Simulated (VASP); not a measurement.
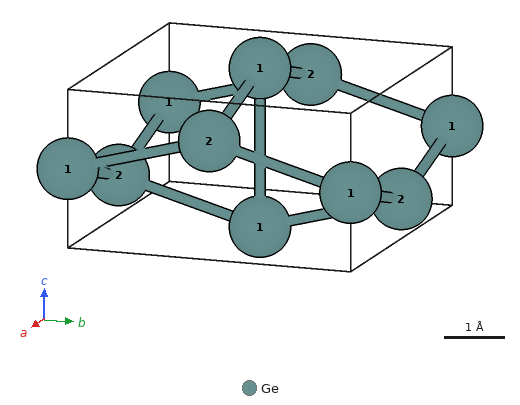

Figure 1. The structure as given in the input (ball-and-stick view of the cell 2 times as large as that of the calculation, set on its symmetry axes, seen slightly off an axis; atoms are numbered from 1 in the order of the input).

## Single-point calculation at one volume of an equation of state, with input and output: Ge

System: Ge (I4₁/amd, 2 atoms in the cell).
Method: Kohn-Sham DFT of a periodic cell, PBE, VASP PAW PBE potentials, recommended, no spin polarisation (VASP 6.6.1).

The structure derives from a Materials Project entry. Its volume is 0.96 times that of the source entry. It belongs to a series of runs on one base structure; here: volume scaled by 0.96.

### OSZICAR
```
N       E                     dE             d eps       ncg     rms          rms(c)
DAV:   1     0.174804563917E+03    0.17480E+03   -0.14032E+04  6068   0.388E+03
DAV:   2     0.146263912579E+02   -0.16018E+03   -0.15499E+03  5322   0.592E+02
DAV:   3    -0.792129227085E+01   -0.22548E+02   -0.22374E+02  5975   0.131E+02
DAV:   4    -0.853043994944E+01   -0.60915E+00   -0.60881E+00  6001   0.253E+01
DAV:   5    -0.853911486743E+01   -0.86749E-02   -0.86747E-02  5900   0.326E+00    0.227E+00
DAV:   6    -0.852490155401E+01    0.14213E-01   -0.17289E-02  7240   0.231E+00    0.129E+00
DAV:   7    -0.851827056073E+01    0.66310E-02   -0.12950E-02  7155   0.175E+00    0.111E-01
DAV:   8    -0.851810051671E+01    0.17004E-03   -0.20174E-03  6713   0.819E-01    0.415E-02
DAV:   9    -0.851810409311E+01   -0.35764E-05   -0.62852E-05  6824   0.116E-01    0.122E-02
DAV:  10    -0.851810323246E+01    0.86065E-06   -0.35619E-06  7049   0.230E-02    0.172E-03
DAV:  11    -0.851810290412E+01    0.32834E-06   -0.11158E-07  4640   0.531E-03    0.349E-04
DAV:  12    -0.851810287153E+01    0.32593E-07   -0.30333E-08  3391   0.309E-03
   1 F= -.85181029E+01 E0= -.85141916E+01  d E =-.782258E-02
```

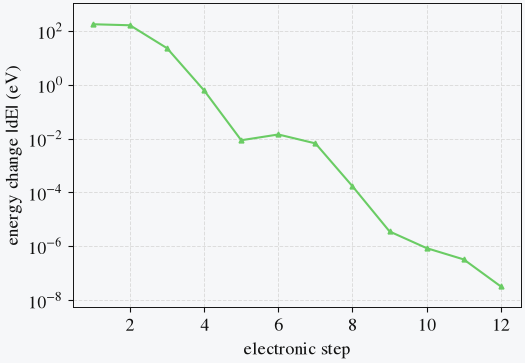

Figure 2. Convergence of the self-consistent field: energy change |dE| against the electronic step. It takes 12 electronic steps.

### Parts of OUTCAR
```
SYSTEM = Ge
   PREC = Accurate
   ENCUT = 520
   EDIFF = 1E-7
   ISMEAR = -1
   LREAL = .False.
   LASPH = .True.
   NELM = 100
   ISIF = 2
   GGA = PE

 Found    126 irreducible k-points:

 Following reciprocal coordinates:
            Coordinates               Weight
  0.000000  0.000000  0.000000      1.000000
  0.090909 -0.000000  0.000000      8.000000
  0.181818 -0.000000  0.000000      8.000000
  0.272727 -0.000000  0.000000      8.000000
  0.363636  0.000000  0.000000      8.000000
  0.454545 -0.000000  0.000000      8.000000
   k-points           NKPTS =    126   k-points in BZ     NKDIM =    126   number of bands    NBANDS=     21
   number of dos      NEDOS =    301   number of ions     NIONS =      2
   total plane-waves  NPLWV =  27000
   dimension x,y,z NGX =    30 NGY =   30 NGZ =   30
   dimension x,y,z NGXF=    60 NGYF=   60 NGZF=   60
   ions per type =               2
   NGX,Y,Z   is equivalent  to a cutoff of  12.96, 12.96, 12.96 a.u.
   NGXF,Y,Z  is equivalent  to a cutoff of  25.93, 25.93, 25.93 a.u.
 SYSTEM =  Ge
   PREC   = accura    normal or accurate (medium, high low for compatibility)
   ISTART =      0    job   : 0-new  1-cont  2-samecut
   ICHARG =      2    charge: 1-file 2-atom 10-const
   ISPIN  =      1    spin polarized calculation?
   LNONCOLLINEAR =      F non collinear calculations
   LSORBIT =      F    spin-orbit coupling
   LASPH  =      T    aspherical Exc in radial PAW
   ENCUT  =  520.0 eV  38.22 Ry    6.18 a.u.   7.15  7.15  7.15*2*pi/ulx,y,z
   NELM   =    100;   NELMIN=  2; NELMDL= -5     # of ELM steps
   EDIFF  = 0.1E-06   stopping-criterion for ELM
   LREAL  =      F    real-space projection
   EDIFFG = 0.1E-05   stopping-criterion for IOM
   NSW    =      0    number of steps for IOM
   IBRION =     -1    ionic relax: 0-MD 1-quasi-New 2-CG
   NFREE  =      0    steps in history (QN), initial steepest desc. (CG)
   ISIF   =      2    stress and relaxation
   ISYM   =      2    0-nonsym 1-usesym 2-fastsym
   POTIM  = 0.5000    time-step for ionic-motion
   TEBEG  =    0.0;   TEEND  =   0.0 temperature during run
   PSTRESS=    0.0 pullay stress
   NELECT =      28.0000    total number of electrons
   NUPDOWN=      -1.0000    fix difference up-down
   EMIN   =  10.00;   EMAX   =-10.00  energy-range for DOS
   EFERMI =   0.00;   METHOD = LEGACY
   ISMEAR =    -1;   SIGMA  =   0.05  broadening in eV -4-tet -1-fermi 0-gaus
   EFERMI_NEDOS =   21; number of points for ismear=-14 and -15
   IALGO  =     38    algorithm
   IMIX   =      4    mixing-type and parameters
     AMIX     =   0.40;   BMIX     =  1.00
     AMIX_MAG =   1.60;   BMIX_MAG =  1.00
  volume/ion in A,a.u.               =      17.78       120.01
  Fermi-wavevector in a.u.,A,eV,Ry     =   1.511639  2.856584 31.090028  2.285053
  Thomas-Fermi vector in A             =   2.621670
   LORBIT       =      0    0 simple, 1 ext, 2 COOP (PROOUT), +10 PAW based schemes
   GGA     = PE    functional components
   LHFCALC =     F    Hartree Fock is set to
   AEXX    =    0.0000 exact exchange contribution
   IVDW    =     0    specifies the selected vdW correction
   LEPSILON=     F    determine dielectric tensor
   LRPA    =     F    only Hartree local field effects (RPA)
 non-spin polarized calculation
  energy-cutoff  :      520.00
  volume of cell :       35.57
 maximum number of plane-waves:       970
 NGX is ok and might be reduce to    30
   NGX = 15   NGY = 15   NGZ = 15

 number of electron      27.9999994 magnetization

 Free energy of the ion-electron system (eV)
  ---------------------------------------------------
  ext. energy  EPLUGINS =         0.00000000
  ---------------------------------------------------
  free energy    TOTEN  =        -8.51810287 eV

  energy without entropy =       -8.51028029  energy(sigma->0) =       -8.51419158

 E-fermi :   7.3106     XC(G=0): -11.5276     alpha+bet :-13.2595

 val. band max:        7.3088362227   @ k =  -0.1818  -0.1818   0.0909
 cond. band min:       7.3109810705   @ k =  -0.1818  -0.4545   0.0909
 fundamental gap:      0.0021448477
 Fermi energy:         7.3106329403

 k-point     1 :       0.0000    0.0000    0.0000
  band No.  band energies     occupation
      1     -17.5367      2.00000
      2     -17.4874      2.00000
      3     -17.4542      2.00000
      4     -17.4528      2.00000
      5     -17.3327      2.00000
      6     -17.3327      2.00000
      7     -17.3257      2.00000
      8     -17.3257      2.00000
      9     -17.2558      2.00000
     10     -17.1827      2.00000
     11      -6.4028      2.00000
     12       3.3392      2.00000
     13       4.8022      2.00000
     14       4.8022      2.00000
     15      10.4591      0.00000
     16      15.1468      0.00000
     17      15.1468      0.00000
     18      15.7480      0.00000
     19      15.9808      0.00000
     20      19.0352      0.00000
     21      20.0235      0.00000

 k-point     2 :       0.0909   -0.0000    0.0000
  band No.  band energies     occupation
      1     -17.5332      2.00000
      2     -17.4751      2.00000
      3     -17.4494      2.00000
      4     -17.4377      2.00000
      5     -17.3426      2.00000
      6     -17.3409      2.00000
      7     -17.3264      2.00000
      8     -17.3259      2.00000
      9     -17.2579      2.00000
     10     -17.1868      2.00000
     11      -6.1940      2.00000
     12       2.9755      2.00000
     13       4.7967      2.00000
     14       5.5552      2.00000
     15      10.8541      0.00000
     16      13.7914      0.00000
     17      14.2818      0.00000
     18      14.8155      0.00000
     19      15.0932      0.00000
     20      18.9008      0.00000
     21      19.5230      0.00000

 k-point     3 :       0.1818   -0.0000    0.0000
  band No.  band energies     occupation
      1     -17.5222      2.00000
      2     -17.4450      2.00000
      3     -17.4364      2.00000
      4     -17.4052      2.00000
      5     -17.3625      2.00000
      6     -17.3476      2.00000
      7     -17.3345      2.00000
      8     -17.3335      2.00000
      9     -17.2640      2.00000
     10     -17.1971      2.00000
     11      -5.5677      2.00000
     12       2.6058      2.00000
     13       4.8423      2.00000
     14       7.0459      1.99001
     15      10.7626      0.00000
     16      11.7058      0.00000
     17      11.9243      0.00000
     18      13.5217      0.00000
     19      14.4439      0.00000
     20      17.2412      0.00000
     21      18.1308      0.00000

 k-point     4 :       0.2727   -0.0000    0.0000
  band No.  band energies     occupation
      1     -17.5076      2.00000
      2     -17.4219      2.00000
      3     -17.4196      2.00000
      4     -17.3937      2.00000
      5     -17.3819      2.00000
      6     -17.3479      2.00000
      7     -17.3384      2.00000
      8     -17.3165      2.00000
      9     -17.2734      2.00000
     10     -17.2106      2.00000
     11      -4.5276      2.00000
     12       2.5315      2.00000
     13       5.0378      2.00000
     14       7.3646      0.50691
     15       8.8528      0.00000
     16       9.6007      0.00000
     17      12.3333      0.00000
     18      12.4862      0.00000
     19      14.1361      0.00000
     20      15.9466      0.00000
     21      18.4846      0.00000

 k-point     5 :       0.3636    0.0000    0.0000
  band No.  band energies     occupation
      1     -17.4953      2.00000
      2     -17.4232      2.00000
      3     -17.4164      2.00000
      4     -17.4069      2.00000
      5     -17.3817      2.00000
      6     -17.3613      2.00000
      7     -17.3074      2.00000
      8     -17.2843      2.00000
      9     -17.2769      2.00000
     10     -17.2244      2.00000
     11      -3.0938      2.00000
     12       2.5229      2.00000
     13       4.8751      2.00000
     14       5.4004      2.00000
     15       7.1739      1.87807
     16      10.8372      0.00000
     17      10.8744      0.00000
     18      12.0936      0.00000
     19      15.3286      0.00000
     20      16.2332      0.00000
     21      19.6307      0.00000

 k-point     6 :       0.4545   -0.0000    0.0000
  band No.  band energies     occupation
      1     -17.4871      2.00000
      2     -17.4362      2.00000
      3     -17.4321      2.00000
      4     -17.4014      2.00000
      5     -17.3711      2.00000
      6     -17.3694      2.00000
      7     -17.2930      2.00000
      8     -17.2761      2.00000
      9     -17.2602      2.00000
     10     -17.2310      2.00000
     11      -1.3976      2.00000
     12       1.2454      2.00000
     13       4.4275      2.00000
     14       5.5877      2.00000
     15       5.7680      2.00000
     16       9.8444      0.00000
     17      11.0042      0.00000
     18      12.8808      0.00000
     19      15.8847      0.00000
     20      18.9094      0.00000
     21      19.7749      0.00000

 [... further k-points ...]

------------------------ aborting loop because EDIFF is reached ----------------------------------------

  FORCE on cell =-STRESS in cart. coord.  units (eV):
  Direction    XX          YY          ZZ          XY          YZ          ZX
  --------------------------------------------------------------------------------------
  -------------------------------------------------------------------------------------
  Total        1.5345691      1.5345691      1.5108956      0.0000000     -0.0000000      0.0000000
  in kB       69.1287690     69.1287690     68.0623322      0.0000000     -0.0000000      0.0000000
  external PRESSURE =      68.7732901 kB  Pullay stress =       0.0000000 kB

 VOLUME and BASIS-vectors are now :
 -----------------------------------------------------------------------------
  energy-cutoff  :      520.00
  volume of cell :       35.57
      direct lattice vectors                 reciprocal lattice vectors
    -2.539695052  2.539695052  1.378526373     0.000000000  0.196874030  0.362706155
     2.539695052 -2.539695052  1.378526373     0.196874030  0.000000000  0.362706155
     2.539695052  2.539695052 -1.378526373     0.196874030  0.196874030  0.000000000

 POSITION                                       TOTAL-FORCE (eV/Angst)
 -----------------------------------------------------------------------------------
      0.00000      0.00000      1.37853        -0.000000     -0.000000      0.000000
      2.53970      0.00000      0.68926         0.000000      0.000000     -0.000000
 -----------------------------------------------------------------------------------
    total drift:                                0.000000     -0.000000      0.000000

  FREE ENERGIE OF THE ION-ELECTRON SYSTEM (eV)
  ---------------------------------------------------
  free  energy   TOTEN  =        -8.5181028715 eV

  energy  without entropy=       -8.5102802892  energy(sigma->0) =       -8.51419158
```

### CONTCAR
```
Ge
   1.00000000000000
    -2.5396950520999999    2.5396950520999999    1.3785263733999999
     2.5396950520999999   -2.5396950520999999    1.3785263733999999
     2.5396950520999999    2.5396950520999999   -1.3785263733999999
  Ge
     2
Direct
     0.5000000000000000    0.5000000000000000    0.0000000000000000
     0.2500000000000000    0.7500000000000000    0.5000000000000000

  0.00000000E+00  0.00000000E+00  0.00000000E+00
  0.00000000E+00  0.00000000E+00  0.00000000E+00
```

This output came from the following input.

### INCAR
```
SYSTEM = Ge
PREC = Accurate
ENCUT = 520
EDIFF = 1E-7
ISMEAR = -1
SIGMA = 0.05
LREAL = .False.
LASPH = .True.
NELM = 100
ALGO = Normal
ISIF = 2
LWAVE = .False.
LCHARG = .False.
GGA = PE
NBANDS = 21
```

### KPOINTS
```
regular mesh
0
Gamma
  11 11 11
  0 0 0
```

### POSCAR
```
Ge
1.0
   -2.5396950521      2.5396950521      1.3785263734
    2.5396950521     -2.5396950521      1.3785263734
    2.5396950521      2.5396950521     -1.3785263734
Ge
2
Direct
    0.5000000000      0.5000000000      0.0000000000
    0.2500000000      0.7500000000      0.5000000000
```

Command:
```bash
cat potpaw_PBE.64/Ge_d/POTCAR > POTCAR
mpirun -np 1 vasp_std > vasp.out
```

### Key numbers

| quantity | value |
| --- | --- |
| outcome | converged |
| space group (tolerance 0.01 Å) | I4₁/amd (141) |
| electrons treated | 28 |
| free energy | −8.5181 eV |
| Fermi energy | 7.311 eV |
| gap on the k-point mesh | none (metallic) |
| pressure | 6.88 GPa |
| largest force (length of the vector) | under 0.001 eV/Å |
| hardware | 1 thread of Intel Xeon (Granite Rapids), 64 GiB of memory available, shared host |
| wall time | 39 s |
| peak memory | 0.21 GiB |

### Notes

The cell is under a pressure of 6.9 GPa at this level, so it is not at its equilibrium volume.
